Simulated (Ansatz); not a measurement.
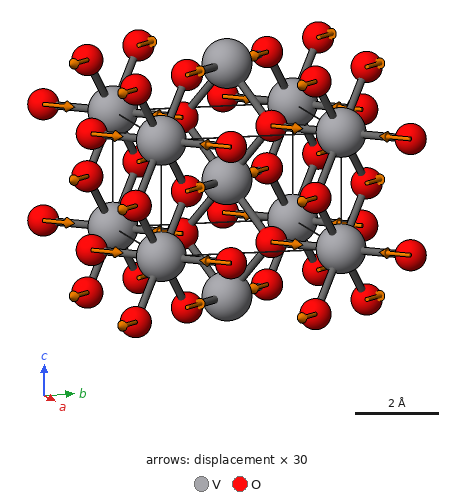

A relaxation of a crystal of VO2 (set up in P4_2/mnm). The starting structure is drawn; orange arrows show the displacements (the part carried along by the change of the cell is left out), 30 times their true length.

A ball-and-stick model of the cell of the calculation, seen slightly off an axis.

Theory: DFT r2SCAN, scalar-relativistic, plane waves, PAW in Ansatz 0.2.0. Settings: plane-wave cutoff 500 eV; k-point mesh 8 × 8 × 12; occupations gaussian; smearing width 0.1 eV; collinear spin; cell and atoms relaxed; force threshold 0.005 eV/Å; at most 80 steps.

Question: Which element moves most?

Answer: Oxygen: up to 0.030 Å, against 0.000 Å for vanadium.

Question: What happened in the run?

Answer: The largest moves relative to the cell, 0.030 Å, are those of O atoms. V stays in place. The volume changes by −0.9 %, with a = b 4.530 → 4.541 Å (+0.2 %), c 2.869 → 2.830 Å (−1.4 %). Among the contacts that change: V–V 2.869 → 2.830 Å, O–V 1.954 → 1.929 Å, O–V 1.902 → 1.909 Å. Among the angles between lasting bonds that change: V–O–V 97.9° → 95.6°, O–V–O 97.9° → 95.6°, O–V–O 82.1° → 84.4°. The space group stays P4_2/mnm (No. 136). Over 5 accepted moves (6 points after the start) the energy falls by 4.9 meV per atom. Largest force component: 0.23 eV/Å at the start, 0.00028 eV/Å at the end. The pressure goes from −0.87 to 0.00 GPa. At 1 point the geometry stayed and the basis and grid were re-selected for the new cell (energy shift of 0.1 meV per atom at most each time).
